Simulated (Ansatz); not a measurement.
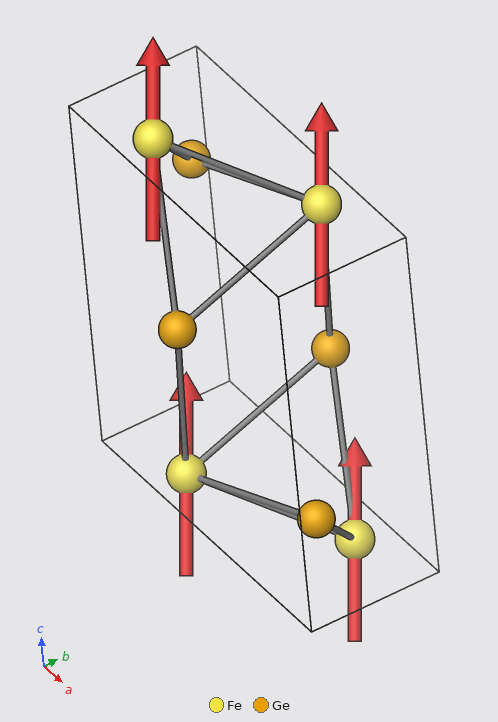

Drawn in the ball-and-stick manner and seen slightly off an axis. The outline marks the simulation cell. Arrows are the site magnetic moments above 0.25 μB; longer means larger, and red and blue are up and down (without spin-orbit coupling the axis itself is arbitrary).

This is the state reached for FeGe$_{2}$. Setup: Ansatz, DFT PBEsol, scalar-relativistic, plane waves, PAW; wavefunction cutoff 420 eV, k-points on a 10×10×10 grid, Gaussian smearing of 0.1 eV, collinear spins.

Question: What is the magnetic arrangement?

Answer: Ferromagnetic (within this cell). Site moments: 2 Fe +1.2 μB. The net spin moment of the whole cell is 2.1 μB.

Source of the structure: a structure listed in the Materials Project. Earlier steps of the study, as a rule a relaxation of our own, may have changed the cell and positions, so they can lie some per cent off the listed ones. It was run through Ansatz as a DFT input.
